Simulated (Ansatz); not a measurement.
# SiO2: single-point calculation

System: SiO2 (P6₃22, 12 atoms in the cell).
Method: DFT r2SCAN, scalar-relativistic, plane waves, PAW, no spin polarisation (Ansatz 0.2.0).

The structure derives from a Materials Project entry. Figures and captions count atoms from 1; the log counts them from 0 in places.

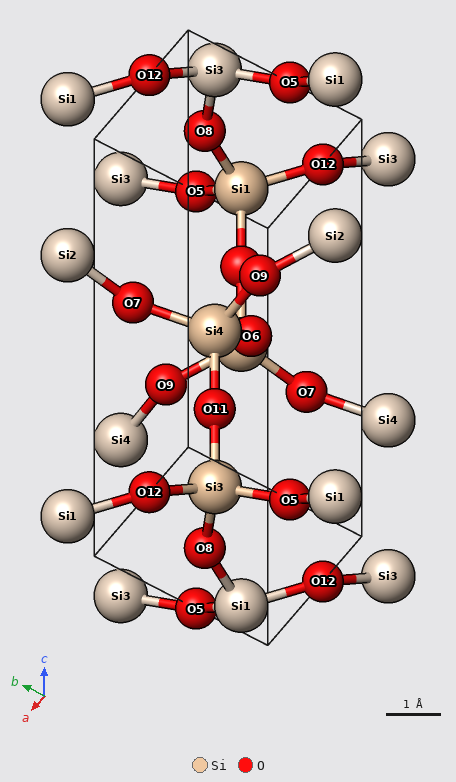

**Figure 1.** The structure (ball-and-stick view of the cell of the calculation, seen at an oblique angle; neighbours outside the cell are drawn fainter; atoms are numbered from 1 in the order of the input). An atom can appear more than once, as a periodic image.

**Input**
```yaml
crystal:
  lattice:
    - [5.0360754339, 0.0, 0.0]
    - [-2.5180377169, 4.3613692611, 0.0]
    - [0.0, 0.0, 8.5650778597]
  atoms:
    - { symbol: Si, position: [0.6666666667, 0.3333333333, 0.9370460698] }
    - { symbol: Si, position: [0.6666666667, 0.3333333333, 0.5629539302] }
    - { symbol: Si, position: [0.3333333333, 0.6666666667, 0.0629539302] }
    - { symbol: Si, position: [0.3333333333, 0.6666666667, 0.4370460698] }
    - { symbol: O, position: [0.0, 0.4133082251, 0.0] }
    - { symbol: O, position: [0.4133082251, 0.4133082251, 0.5] }
    - { symbol: O, position: [0.5866917749, 0.0, 0.5] }
    - { symbol: O, position: [0.5866917749, 0.5866917749, 0.0] }
    - { symbol: O, position: [1.0, 0.5866917749, 0.5] }
    - { symbol: O, position: [0.6666666667, 0.3333333333, 0.75] }
    - { symbol: O, position: [0.3333333333, 0.6666666667, 0.25] }
    - { symbol: O, position: [0.4133082251, 0.0, 0.0] }
basis:
  ecutwfc: 500
kpoints:
  mp_grid: { grid: [6, 6, 4] }
hamiltonian:
  xc: r2scan
scf:
  occupations: { method: gaussian, width: 0.05 }
output:
  forces: true
  stress: true
  eigenvalues: true
  write_density: true
  write_potential: true
  elf: true
  volumetric_format: npy
```

Run as:
```bash
ansatz run input.yaml --threads 2 --pin off --max-ram 5120MiB --backend cpu --events-out ev --progress --plain --runs-dir out
```

**Log**
```
Engine: ansatz 0.2.0, aarch64-unknown-linux-gnu
Pseudopotentials: kind: paw
Pseudopotential: Si, paw, valence charge 4, recommended cutoff 500 eV (meta_gga), Si.paw.azcp
Pseudopotential: O, paw, valence charge 6, recommended cutoff 500 eV (meta_gga), O.paw.azcp
Functional definition: r2SCAN
  parameter k0 = 0.174
  parameter k1 = 0.065
  parameter a1 = 4.9479
  exchange = r2scan_x(k0 = k0, k1 = k1, a1 = a1)
  correlation = r2scan_c
Crystal: 12 atoms, lattice volume = 188.125 Å³
Basis set: ecut = 500 eV, 4741 PW (Γ), exchange–correlation on 160×160×256 points (64 copies of the dense FFT grid, shifted against one another)
Bands: 44, of which v1, the nominal top of the filled ones, is band 32 counted from 1 (31 counted from 0)
Symmetry: 12 space group operations
Space group: P6322 (ITA 182), of the structure as read, at distance tolerance 5.7e-5 Å
k-points: 21 of 144 (time reversal used)
Non-local potential: Si, projectors of the file, l = 0: 2, l = 1: 2, l = 2: 2
Non-local potential: O, projectors of the file, l = 0: 2, l = 1: 2, l = 2: 1
PAW form: soft (Blöchl's): semilocal exchange-correlation on the pseudo side does not see the compensation charge
PAW frozen core: Si, regenerated for the run's functional (the file was generated under x = pbe(κ = 0.804, μ = 0.2195149727645171), c = pbe(β = 0.06672455060314922))
PAW frozen core: O, regenerated for the run's functional (the file was generated under x = pbe(κ = 0.804, μ = 0.2195149727645171), c = pbe(β = 0.06672455060314922))
PAW one-centre angular grid: Si, 302 points (default); XC on 160 Gauss nodes
PAW one-centre angular grid: O, 302 points (default); XC on 160 Gauss nodes
Initial density: superposition of atomic densities (neutral atoms: chi_scale 0, normalization atom), corrected by the library's trained network
Initial wavefunctions: pseudopotential atomic-orbital guess
Functional: x = r2scan, c = r2scan; τ floored in thin density (d = 2e-4 eV/Å³)
SCF iter   1: F=—  HF=-7119.899517 eV  |F-HF|=—  |Δ(HF+E_count)|=         —  Δρ=6.45e-3  dr2=7.61e-2  dr2_τ=1.06e0  ethr=1.77e-3  ⟨swp⟩=7.2  Hψ=4973  notcnv=0  defer=25
preconditioner: auto → Resta (q_TF=auto, 2.280 Å⁻¹)  ε∞=2.5  [insulator: Δε(μ)=6.234 eV  Ē_g=17.795 eV  σ=0.050 eV  W_gap=1.00  n_scr=36 (ndim 8)  ℏωp=21.7 eV  f_vac=0.280  D(μ)=0.00/eV (n_scr^D=0)  ε∞_Penn≈2.5]
SCF iter   2: F=—  HF=-7120.235567 eV  |F-HF|=—  |Δ(HF+E_count)|=   3.36e-1  Δρ=4.23e-3  dr2=2.16e-2  dr2_τ=1.73e-3  ethr=1.19e-4  ⟨swp⟩=3.0  Hψ=2044  notcnv=0  defer=96
SCF iter   3: F=—  HF=-7120.233052 eV  |F-HF|=—  |Δ(HF+E_count)|=   2.52e-3  Δρ=4.73e-4  dr2=3.63e-4  dr2_τ=1.91e-4  ethr=3.37e-5  ⟨swp⟩=2.0  Hψ=1486  notcnv=0  defer=96
SCF iter   4: F=—  HF=-7120.233133 eV  |F-HF|=—  |Δ(HF+E_count)|=   8.06e-5  Δρ=1.66e-4  dr2=2.48e-5  dr2_τ=3.15e-6  ethr=5.67e-7  ⟨swp⟩=2.0  Hψ=1476  notcnv=0  defer=96
SCF iter   5: F=—  HF=-7120.233336 eV  |F-HF|=—  |Δ(HF+E_count)|=   2.03e-4  Δρ=7.92e-5  dr2=9.43e-6  dr2_τ=8.95e-7  ethr=3.87e-8  ⟨swp⟩=2.0  Hψ=1491  notcnv=0  defer=96
SCF iter   6: F=—  HF=-7120.233335 eV  |F-HF|=—  |Δ(HF+E_count)|=   4.89e-7  Δρ=3.53e-5  dr2=2.25e-6  dr2_τ=4.73e-8  ethr=1.47e-8  ⟨swp⟩=2.3  Hψ=1317  notcnv=0  defer=96
SCF iter   7: F=-7120.233335 eV  HF=-7120.233335 eV  |F-HF|=2.30e-8  |Δ(HF+E_count)|=   4.24e-8  Δρ=4.66e-6  dr2=3.28e-8  dr2_τ=2.60e-9  ethr=1.56e-10  ⟨swp⟩=16.9  Hψ=7901  notcnv=0
SCF 1 converged in 7 iterations: F = -7120.233335 eV  dr2 = 3.28e-8
  greatest PAW one-centre occupation: 0.869 electrons in one spin orbital (limit 2), on the O atom at site 7 (counted from 0), in its partial waves of l = 0
```

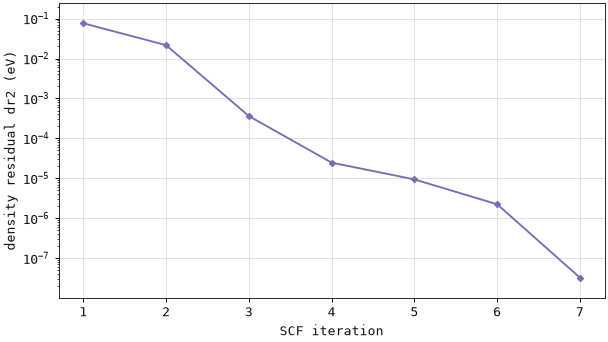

**Figure 2.** Convergence of the self-consistent field: density residual dr2 against the SCF iteration. The residual falls at every step.

```
SCF converged after 7 iterations
Free energy (F): -7120.233335 eV
Harris-Foulkes:  -7120.233335 eV  (|F-HF|=2.30e-8)
Internal energy: -7120.233335 eV  (E = F + TS)
E sigma→0 (E₀):  -7120.233335 eV
Fermi energy:    3.370467 eV
--- Per-component energies (eV) ---
  E_band       = -447.480027
  E_kinetic    = 1621.338400
  E_local      = -4930.571849  (includes V_loc(G=0)·N_el)
  E_nonlocal   = 472.017860
  E_hartree    = 1850.370976
  E_xc         = -799.762495
  E_vxc        = -1058.995970  (∫ρ·V_xc dr)
  E_paw        = -3368.206634  (= ΣΔE_a)
  E_vpaw       = -318.991615  (= ΣTr[D̂ρ^β])
  E_aug_tail   = 0.008675  (compensation charges beyond the density's cutoff)
  E_vtau       = 66.972990  (kinetic-family band-sum trace: ∫τ·v_τ [+ j·A + Jᵃ·Aᵃ] dr)
  E_ewald      = -1964.867009
  E_core_change = -0.561259  (= ΣΔE_core)
  E_smearing   = -0.000000  (= −TS)
  E_closure    = -0.000000  (closes the sum)
  Σ components = -7120.233335   (vs F -7120.233335, Δ=0.00e0)
--- Forces (eV/Å), atoms counted from 1 ---
  atom   1  Si     0.00000000     0.00000000     0.00068897
  atom   2  Si     0.00000000     0.00000000    -0.00068897
  atom   3  Si    -0.00000000    -0.00000000    -0.00068897
  atom   4  Si    -0.00000000    -0.00000000     0.00068897
  atom   5  O      0.00006349    -0.00010997     0.00000000
  atom   6  O     -0.00006349    -0.00010997    -0.00000000
  atom   7  O      0.00012698    -0.00000000     0.00000000
  atom   8  O      0.00006349     0.00010997    -0.00000000
  atom   9  O     -0.00006349     0.00010997     0.00000000
  atom  10  O      0.00000000     0.00000000    -0.00000000
  atom  11  O     -0.00000000    -0.00000000     0.00000000
  atom  12  O     -0.00012698     0.00000000     0.00000000
  max |Σ_I F_I| component: 2.20e-17 eV/Å
--- Stress (GPa, compression-positive) ---
        0.003809       0.000000       0.000000
        0.000000       0.003809       0.000000
        0.000000       0.000000       0.002028
  P = ⅓ Tr σ = 0.0032 GPa (0.032 kbar)
--- Band table (eV; the first three rows and the last of 21) ---
  k-point 0: bands = ["-20.1658", "-19.7611", "-18.7706", "-18.1434", "-18.1206", "-18.1206", "-18.1104", "-18.1104", "-9.5231", "-8.2669", "-6.3778", "-5.6162", "-5.5767", "-5.5767", "-5.3910", "-5.3910", "-2.8187", "-2.3742", "-2.3742", "-2.0237", "-2.0237", "-1.7585", "-1.6679", "-1.6679", "-1.6308", "-1.6308", "-0.5710", "-0.5506", "-0.5506", "-0.5151", "0.2199", "0.2199", "6.4614", "8.9668", "9.0799", "10.0808", "10.6803", "10.6803", "11.1446", "11.3524", "11.3524", "11.7045", "13.1289", "13.1289"]
  k-point 1: bands = ["-20.1220", "-19.8451", "-18.6556", "-18.2215", "-18.1203", "-18.1179", "-18.1131", "-18.1107", "-9.3774", "-8.5152", "-6.1992", "-5.6877", "-5.6141", "-5.4872", "-5.4836", "-5.3475", "-2.6762", "-2.3647", "-2.3129", "-2.1128", "-2.0861", "-1.9282", "-1.6553", "-1.6518", "-1.6333", "-1.6312", "-0.5941", "-0.5597", "-0.5214", "-0.2535", "-0.0434", "0.2792", "6.6812", "8.0899", "9.9532", "10.2839", "10.3997", "10.8111", "11.0772", "11.2364", "11.4189", "11.9738", "12.6579", "13.0211"]
  k-point 2: bands = ["-20.0011", "-20.0011", "-18.4228", "-18.4228", "-18.1172", "-18.1172", "-18.1138", "-18.1138", "-8.9899", "-8.9899", "-5.8977", "-5.8977", "-5.5779", "-5.5779", "-5.3869", "-5.3869", "-2.3153", "-2.3153", "-2.2680", "-2.2680", "-2.2061", "-2.2061", "-1.6404", "-1.6404", "-1.6360", "-1.6360", "-0.5384", "-0.5384", "-0.3722", "-0.3722", "0.0903", "0.0903", "7.2699", "7.2699", "10.4619", "10.4619", "10.6891", "10.6891", "10.8355", "10.8355", "11.8832", "11.8832", "12.8021", "12.8021"]
  k-point 20: bands = ["-19.5010", "-19.5010", "-19.0260", "-19.0260", "-18.1579", "-18.1579", "-18.1512", "-18.1512", "-8.0267", "-8.0267", "-6.7231", "-6.7231", "-5.2140", "-5.2140", "-5.0116", "-5.0116", "-2.8645", "-2.8645", "-2.6190", "-2.6190", "-2.0424", "-2.0424", "-1.8593", "-1.8593", "-1.1955", "-1.1955", "-0.9711", "-0.9711", "-0.4433", "-0.4433", "-0.2955", "-0.2955", "9.7604", "9.7604", "9.7642", "9.7642", "9.8649", "9.8649", "11.4221", "11.4221", "11.6414", "11.6414", "12.1489", "12.1489"]
```

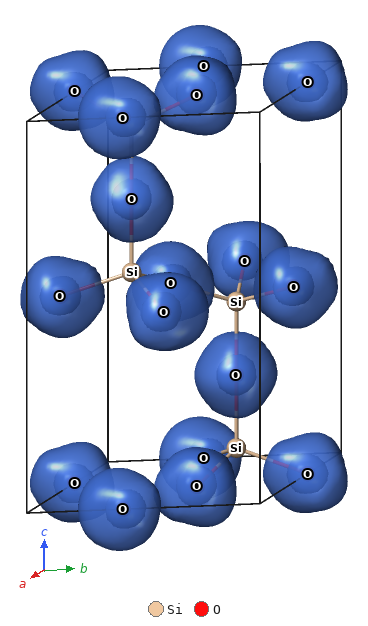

**Figure 3.** Isosurface of the ELF at 0.75 (blue), seen slightly off an axis. Core shells and regions of very low density are left out. Sticks mark near contacts. The outline is the cell set on symmetry axes. Values along the shortest contacts: The fields are those of the smooth PAW valence density.

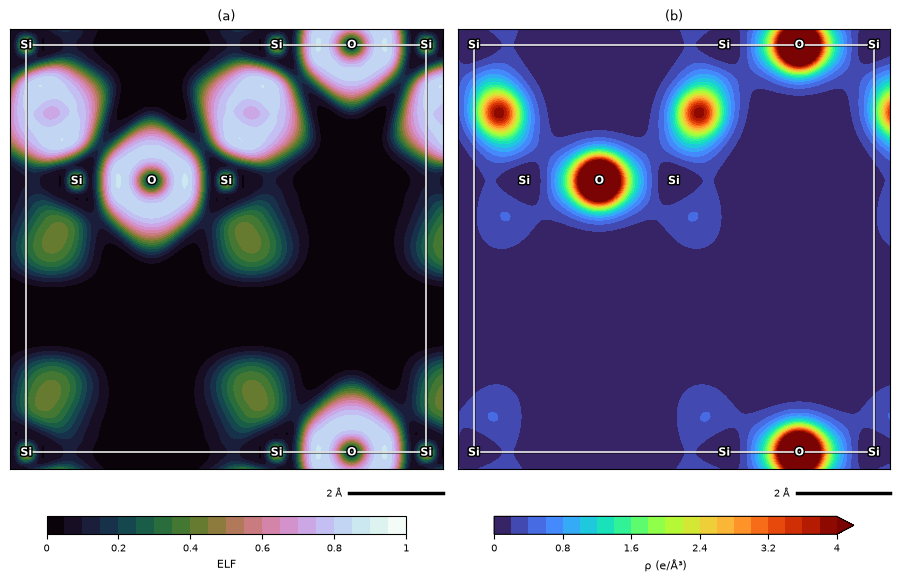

**Figure 4.** (a) electron localisation function; (b) valence charge density (pseudo) on the (110) plane of the conventional cell. Atoms in the plane: Si and O. The density dies away to nearly zero in the voids.

**Summary**

| quantity | value |
| --- | --- |
| outcome | converged |
| space group (tolerance 0.01 Å) | P6₃22 (182) |
| electrons treated | 64 |
| free energy | −7120.2333 eV |
| Fermi energy | 3.370 eV |
| gap on the k-point mesh | 6.18 eV |
| pressure | 0.00 GPa |
| largest force (length of the vector) | 0.001 eV/Å |
| hardware | 2 threads of Arm Neoverse V2, 24 GiB of memory available, shared host |
| wall time | 17 s (CPU time 35 s) |
| peak memory | 0.8 GiB |
